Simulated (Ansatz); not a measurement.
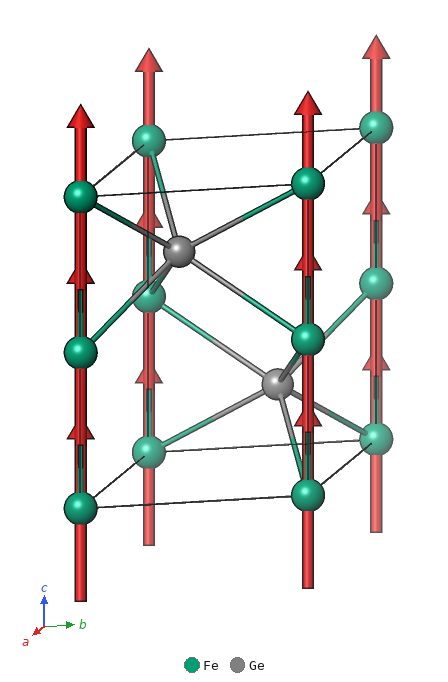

The structure above is drawn in ball-and-stick style and viewed slightly off an axis. The edges of the simulation cell are marked. Arrows are the site magnetic moments above 0.25 μB; longer means larger, and red and blue are up and down (without spin-orbit coupling the axis itself is arbitrary).

This is the state reached for FeGe. Level of theory and settings: Ansatz, DFT PBE, scalar-relativistic, plane waves, PAW, wavefunction cutoff 420 eV, k-grid 12×12×8, Gaussian smearing of 0.1 eV, collinear spins.

**Classify the order and state the moments.**

Ferromagnetic (within this cell). Site moments: 2 Fe +1.6 μB. The net spin moment of the whole cell is 3.0 μB.

Its origin is a structure listed in the Materials Project, with elements exchanged, so it need not be a known form of the compound. Cell shown after relaxation with Ansatz 0.2.0, DFT PBE, scalar-relativistic, plane waves, PAW.
